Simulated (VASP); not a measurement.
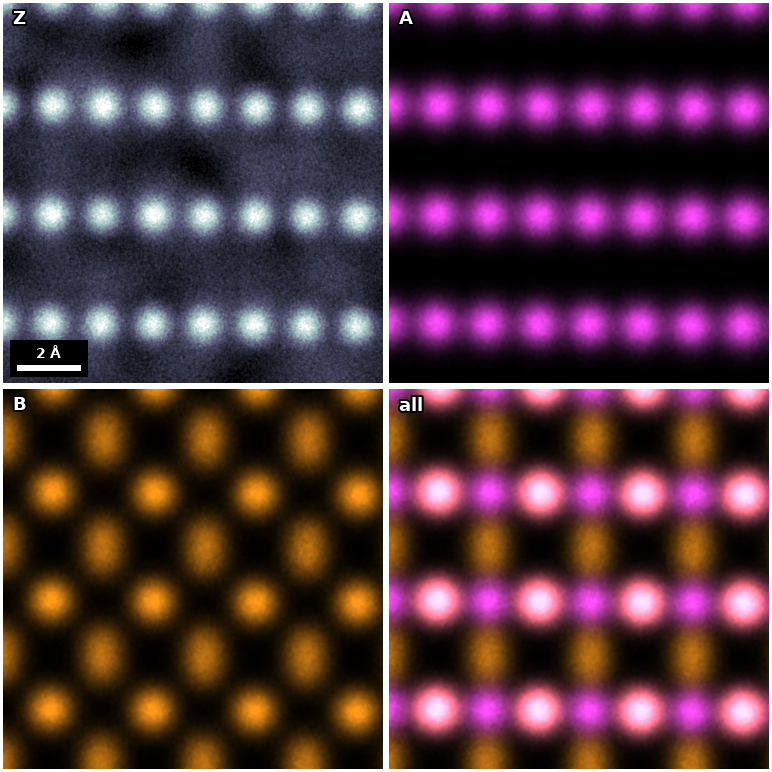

HfO₂ (P4_2/mnm, No. 136) along [110]. Panel Z: The image is simulated as a sum over atoms of Z^1.8, blurred by a 0.81 Å probe (no channelling). The display is stretched by a gamma of 0.65; percentages refer to the linear signal. Shot noise and the speckle of an amorphous layer were added. The other panels are simulated element maps (the number of atoms of one element along the beam, blurred by 1.1 Å, with counting noise; each on its own scale, no channelling); the last overlays them. Structure used: the geometry relaxed with VASP 6.6.1, VASP Kohn-Sham DFT of a periodic cell, PBE, VASP PAW PBE potentials, materialsproject.

```
CELL_PARAMETERS angstrom
4.85769 0.00000 0.00000
0.00000 4.85769 0.00000
0.00000 0.00000 3.22430
ATOMIC_POSITIONS crystal
Hf 0.50000 0.50000 0.50000
Hf 0.00000 0.00000 0.00000
O 0.80527 0.19473 0.50000
O 0.69473 0.69473 0.00000
O 0.30527 0.30527 0.00000
O 0.19473 0.80527 0.50000
```

> Which element does each lettered map show?

A: Hf, B: O. The projected cell (3.22 × 3.43 Å, 90°) holds 4 columns: 2 of O, 1 of Hf and 1 of Hf + 2 O. Columns shared by several elements: Hf + 2 O.
